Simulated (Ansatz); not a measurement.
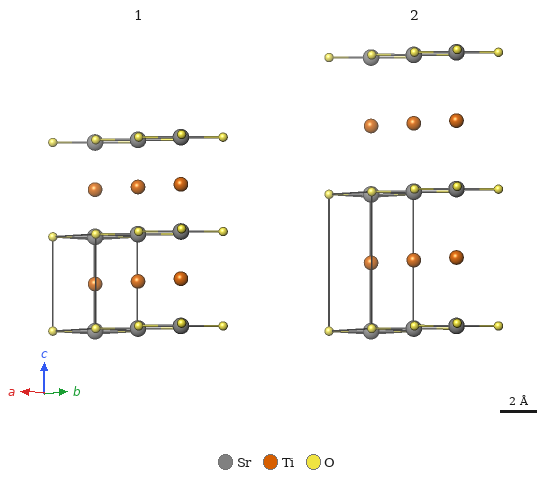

Two geometries of solid SrTiO (a generated structure, set up in P4/mmm) (coarse preliminary run), drawn at one scale. One is the start of a relaxation, the other its converged end. The picture is a ball-and-stick view of the cell of the calculation, repeated 1 × 3 × 2 with one cell outlined, seen from a free direction.

Level of theory: Ansatz 0.2.0, DFT PBE, scalar-relativistic, plane waves, PAW. Set-up: plane-wave cutoff 420 eV; k-point mesh 6 × 6 × 4; occupations gaussian; smearing width 0.1 eV; collinear spin; cell and atoms relaxed; force threshold 0.04 eV/Å; at most 70 steps.

**Which one is relaxed?**

Structure 2 is the relaxed one. After 10 accepted moves (13 points after the start) the energy has fallen by 452 meV per atom. All forces vanish by symmetry, so only the cell relaxes. The pressure goes from 7.92 to 0.05 GPa. The SCF was repeated 3 times at an unchanged geometry on a basis and grid sized afresh for the cell, which shifted the energy by 52.3 meV per atom at most. No atom moves by more than 0.005 Å relative to the cell. The volume changes by +43.5 %, with a = b 3.394 → 3.377 Å (−0.5 %), c 5.373 → 7.791 Å (+45.0 %). Among the contacts that change: Sr–Ti 2.687 → 3.895 Å, Sr–Sr 3.394 → 3.377 Å, O–Sr 2.400 → 2.388 Å. The space group stays P4/mmm (No. 123). Cost: 84 s on 1 thread of Arm Neoverse V2, with other jobs on the host, peak memory 0.4 GiB.
